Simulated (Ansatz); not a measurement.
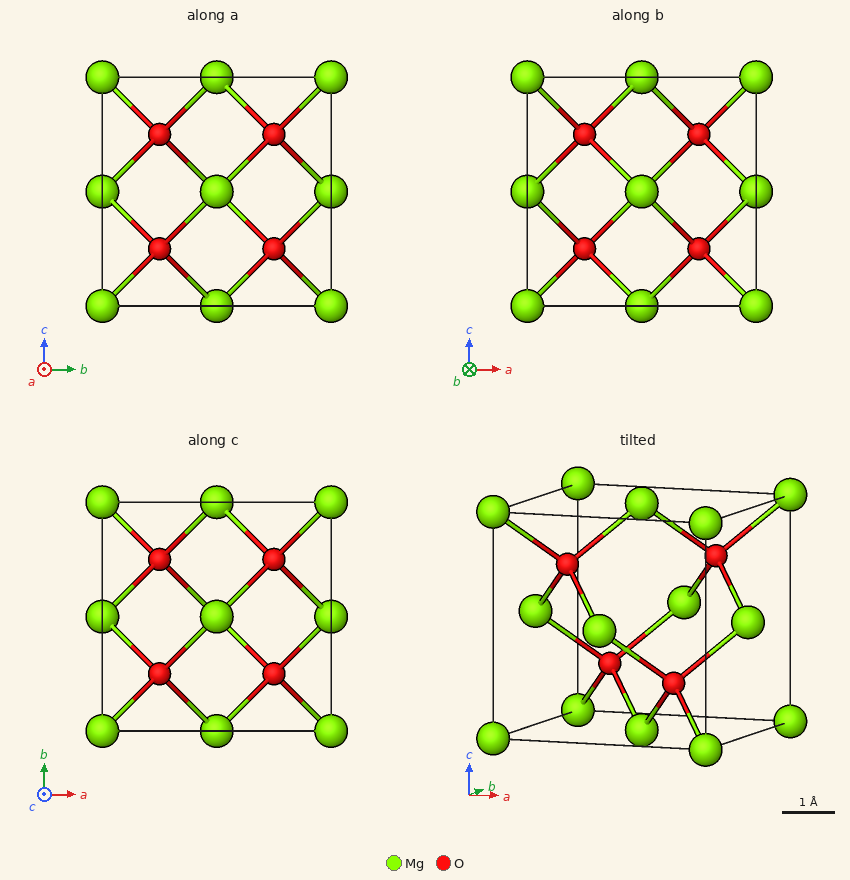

The figure gives a ball-and-stick picture of the atoms, viewed along the a axis, along the b axis, along the c axis and slightly off an axis. The parallelepiped is the conventional unit cell.

Lattice parameters: a = 4.407 Å, b = 4.407 Å, c = 4.407 Å, α = 90.00°, β = 90.00°, γ = 90.00°. Put a along x and b in the xy plane.

> From the views, write a POSCAR file.

```
Mg O
1.0
     4.407    0.000    0.000
     0.000    4.407    0.000
     0.000    0.000    4.407
Mg O
4 4
Direct
  0.0000 0.0000 0.0000
  0.0000 0.5000 0.5000
  0.5000 0.0000 0.5000
  0.5000 0.5000 0.0000
  0.2500 0.2500 0.7500
  0.2500 0.7500 0.2500
  0.7500 0.2500 0.2500
  0.7500 0.7500 0.7500
```

The structure comes from a structure type filled with these elements by a generator (whether the compound takes this form wasn't checked). Earlier steps of the study may have refined or changed the cell and positions. A calculation with Ansatz used it as input.
